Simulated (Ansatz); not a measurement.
## A series of single points on TiSi2

System: TiSi2 (3 atoms in the cell).
Method: Kohn-Sham DFT of a periodic cell, PBE, Ansatz PAW, no spin polarisation (Ansatz 0.2.0).

The 7 runs differ only in the geometry, by an even scaling of the cell at fixed fractional positions. The structure derives from a Materials Project entry.

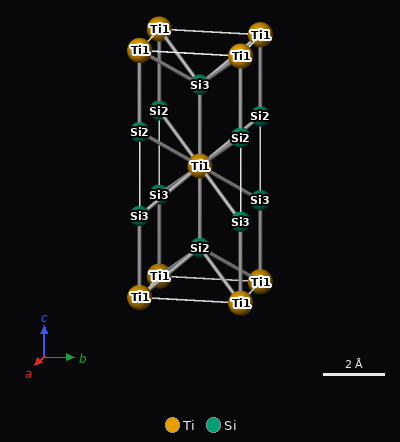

Figure 1. The structure of run 4 (ball-and-stick view of the cell 2 times as large as that of the calculation, set on its symmetry axes, seen slightly off an axis; atoms are numbered from 1 in the order of the input).

## Input of run 4
```yaml
crystal:
  lattice:
    - [-1.472872, 1.71213, 4.212083]
    - [1.472872, -1.71213, 4.212083]
    - [1.472872, 1.71213, -4.212083]
  atoms:
    - { symbol: Ti, position: [0.0, 0.0, 0.0] }
    - { symbol: Si, position: [0.670078, 0.670078, 0.0] }
    - { symbol: Si, position: [0.329922, 0.329922, 0.0] }
hamiltonian:
  xc: pbe
  pseudopotentials: { kind: paw }
kpoints:
  mp_grid: { grid: [12, 12, 12] }
scf:
  occupations: { method: fermi_dirac, width: 0.05 }
output:
  forces: true
  stress: true
  eigenvalues: true
```

Command:
```bash
ansatz run input.yaml --threads 2 --pin off --max-ram 5120MiB --backend cpu --events-out ev --progress --plain --runs-dir out
```

Run 3 differs from it as follows:
```diff
-    - [-1.472872, 1.71213, 4.212083]
-    - [1.472872, -1.71213, 4.212083]
-    - [1.472872, 1.71213, -4.212083]
+    - [-1.4629866552, 1.7006388484, 4.1838131348]
+    - [1.4629866552, -1.7006388484, 4.1838131348]
+    - [1.4629866552, 1.7006388484, -4.1838131348]
```

## Results, with one run withheld

```csv
run,volume per atom (Å³),"free energy per atom, from the lowest run given (meV)",pressure (GPa)
1,13.313,26.12,10.11
2,13.596,11.52,6.47
3,13.879,?,?
4,14.162,0.00,0.26
5,14.446,1.92,−2.38
6,14.729,8.27,−4.76
7,15.012,18.60,−6.89
```

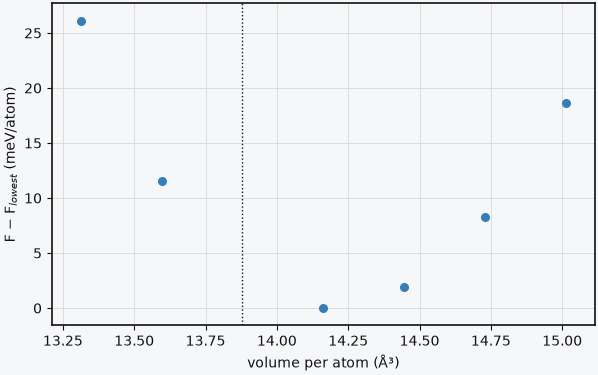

Figure 2. Free energy per atom of the runs given; the dotted line marks run 3.

Estimate the energy of run 3 from the others.

A cubic polynomial in V^(−2/3) (the Birch–Murnaghan form), fitted to the 6 runs given, misses them by under 0.01 meV per atom. With x = V^(−2/3) − 0.17063 Å⁻², it reads F = −0.022404 + 9.8573 x + 4.7318e+05 x² + 4.6553e+05 x³ (meV per atom). At run 3 it gives 3.02 meV per atom, and the run itself gives 3.02. The slope of the fit gives a pressure −dF/dV of 3.21 GPa there, and the run prints 3.20 GPa. The fit has its minimum at 14.189 Å³ per atom, where V d²F/dV² gives 138 GPa. Cell shape and fractional positions are held, so this is the stiffness under even scaling; the relaxed bulk modulus wasn't computed.

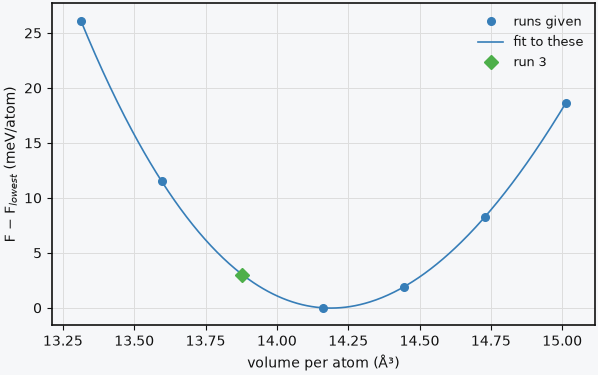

Figure 3. The fit and the withheld run.

## Output, shortened to warnings, some set-up lines, iterations and results (run 3)
```
Basis set: ecut = 420 eV, 833 PW (Γ), FFT grids on a1+a3, a2+a3, a3, exchange–correlation on 48×40×64 points (8 copies of the dense FFT grid, shifted against one another)
Symmetry: 8 space group operations
k-points: 280 of 1728
Initial density: superposition of atomic densities (neutral atoms: chi_scale 0, normalization atom), corrected by the library's trained network
[...]
SCF iter   1: F=—  HF=-3772.461173 eV  |F-HF|=—  |Δ(HF+E_count)|=         —  Δρ=4.44e-3  dr2=9.48e-3  ethr=1.77e-3  ⟨swp⟩=5.1  Hψ=22000  notcnv=0
SCF iter   2: F=—  HF=-3772.460096 eV  |F-HF|=—  |Δ(HF+E_count)|=   1.08e-3  Δρ=2.58e-3  dr2=2.52e-3  ethr=4.74e-5  ⟨swp⟩=1.0  Hψ=6173  notcnv=0
SCF iter   3: F=—  HF=-3772.459912 eV  |F-HF|=—  |Δ(HF+E_count)|=   1.84e-4  Δρ=1.32e-3  dr2=1.09e-3  ethr=1.26e-5  ⟨swp⟩=2.4  Hψ=7426  notcnv=0
SCF iter   4: F=—  HF=-3772.459726 eV  |F-HF|=—  |Δ(HF+E_count)|=   1.86e-4  Δρ=2.20e-4  dr2=1.19e-5  ethr=5.43e-6  ⟨swp⟩=2.1  Hψ=4795  notcnv=0
SCF iter   5: F=—  HF=-3772.459701 eV  |F-HF|=—  |Δ(HF+E_count)|=   2.54e-5  Δρ=3.56e-5  dr2=2.75e-7  ethr=5.95e-8  ⟨swp⟩=2.5  Hψ=6450  notcnv=0
SCF iter   6: F=-3772.459701 eV  HF=-3772.459701 eV  |F-HF|=3.35e-8  |Δ(HF+E_count)|=   1.18e-7  Δρ=8.41e-6  dr2=3.99e-8  ethr=5.00e-10  ⟨swp⟩=5.0  Hψ=17034  notcnv=0
SCF 1 converged in 6 iterations: F = -3772.459701 eV  dr2 = 3.99e-8
SCF converged after 6 iterations
Free energy (F): -3772.459701 eV
Harris-Foulkes:  -3772.459701 eV  (|F-HF|=3.35e-8)
Internal energy: -3772.448767 eV  (E = F + TS)
E sigma→0 (E₀):  -3772.454234 eV
Entropy (-TS):   -0.010934 eV (-3.645 meV/atom)
Fermi energy:    12.721447 eV
--- Per-component energies (eV) ---
  E_band       = -103.522564
  E_kinetic    = 360.186135
  E_local      = -1014.531456  (includes V_loc(G=0)·N_el)
  E_nonlocal   = 58.229574
  E_hartree    = 444.652591
  E_xc         = -211.884644
  E_vxc        = -220.934430  (∫ρ·V_xc dr)
  E_paw        = -2072.889308  (= ΣΔE_a)
  E_vpaw       = -175.770064  (= ΣTr[D̂ρ^β])
  E_aug_tail   = 0.000148  (compensation charges beyond the density's cutoff)
  E_ewald      = -1336.211806
  E_smearing   = -0.010934  (= −TS)
  E_closure    = -0.000000  (closes the sum)
  Σ components = -3772.459701   (vs F -3772.459701, Δ=0.00e0)
--- Forces (eV/Å), atoms counted from 1 ---
  atom   1  Ti     0.00000000    -0.00000000    -0.00000000
  atom   2  Si     0.00000000     0.00000000     0.00094139
  atom   3  Si     0.00000000    -0.00000000    -0.00094139
  max |Σ_I F_I| component: 1.08e-19 eV/Å
--- Stress (GPa, compression-positive) ---
        3.616566       0.000000       0.000000
        0.000000       3.209821      -0.000000
        0.000000      -0.000000       2.781021
  P = ⅓ Tr σ = 3.2025 GPa (32.025 kbar)
```
